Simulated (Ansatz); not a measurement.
**TiO2 (slab): density, localisation and related maps**

```cif
data_structure
_symmetry_space_group_name_H-M 'P 1'
_symmetry_Int_Tables_number 1
_cell_length_a 3.7707
_cell_length_b 3.7707
_cell_length_c 30.1287
_cell_angle_alpha 90.000
_cell_angle_beta 90.000
_cell_angle_gamma 90.000
_cell_volume 428.37
loop_
_atom_site_label
_atom_site_type_symbol
_atom_site_fract_x
_atom_site_fract_y
_atom_site_fract_z
_atom_site_occupancy
O1 O 0.00000 0.00000 0.24835 1
Ti1 Ti 0.50000 0.00000 0.26433 1
O2 O 0.50000 0.50000 0.27636 1
O3 O 0.50000 0.00000 0.32790 1
Ti2 Ti 0.50000 0.50000 0.34128 1
O4 O 0.00000 0.50000 0.35505 1
O5 O 0.50000 0.50000 0.40719 1
Ti3 Ti 0.00000 0.50000 0.42073 1
O6 O 0.00000 0.00000 0.43418 1
O7 O 0.00000 0.50000 0.48656 1
Ti4 Ti 0.00000 0.00000 0.50000 1
O8 O 0.50000 0.00000 0.51344 1
O9 O 0.00000 0.00000 0.56582 1
Ti5 Ti 0.50000 0.00000 0.57927 1
O10 O 0.50000 0.50000 0.59281 1
O11 O 0.50000 0.00000 0.64495 1
Ti6 Ti 0.50000 0.50000 0.65872 1
O12 O 0.00000 0.50000 0.67210 1
O13 O 0.50000 0.50000 0.72364 1
Ti7 Ti 0.00000 0.50000 0.73567 1
O14 O 0.00000 0.00000 0.75165 1
```

Computed without spin polarisation.

Computed with DFT PBEsol, scalar-relativistic, plane waves, PAW in Ansatz.

In a PAW calculation such maps are meaningful between the atoms, not at the nuclei.

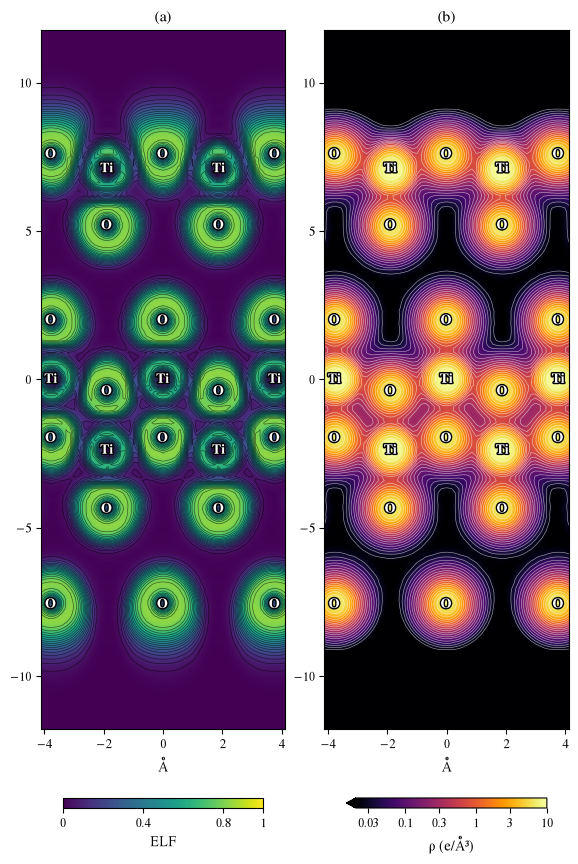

Figure 1. (a) ELF; (b) valence charge density (pseudo) on the (100) plane of the calculation cell, a cut from vacuum to vacuum.

**What do the fields say about this system?**

- The section cuts through O and Ti sites.
- Ti–O (1.93 Å): the density is about 0.75 e/Å³ at the midpoint; the ELF peaks at about 0.85 in the valence shell of O, 0.6 Å from its nucleus, and is about 0.25 at the midpoint; no localised pair shows between them.
- Ti–O (1.98 Å): ρ at the midpoint is about 0.68 e/Å³; the ELF peaks at about 0.85 in the valence shell of O, 0.6 Å from its nucleus, and is about 0.25 at the midpoint; no localised pair shows between them.
- The density dies away to nearly zero in the vacuum.
- The features right at Ti lie inside the PAW spheres, where the map follows smoothed inner orbitals and isn't to be read closely.

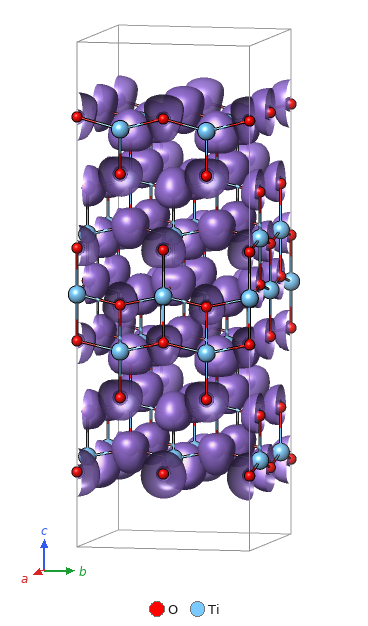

Figure 2. Isosurface of the ELF at 0.65 (purple), seen at an oblique angle. Core shells and regions of very low density are left out. Sticks mark near contacts.

**Identify the bonds, lone pairs and shells in this picture.**

The surface consists of 14 regions wrapped around O (the valence shell of each), counted in one cell of 21 atoms. Counts are for one cell; the picture repeats the cell along the surface. Profiles from the grid: Ti–O (1.92 Å): the ELF peaks at about 0.85 in the valence shell of O, 0.6 Å from its nucleus, and is about 0.30 at the midpoint (no localised pair shows between them). Ti–O (1.96 Å): the ELF peaks at about 0.80 in the valence shell of O, 0.6 Å from its nucleus, and is about 0.25 at the midpoint (no localised pair shows between them).

**Does the calculation make it a metal, or give it a gap?**

It is gapped, with a Kohn–Sham gap of 1.4 eV on the k-point mesh (the band edges may lie off the mesh, which would make the gap smaller).
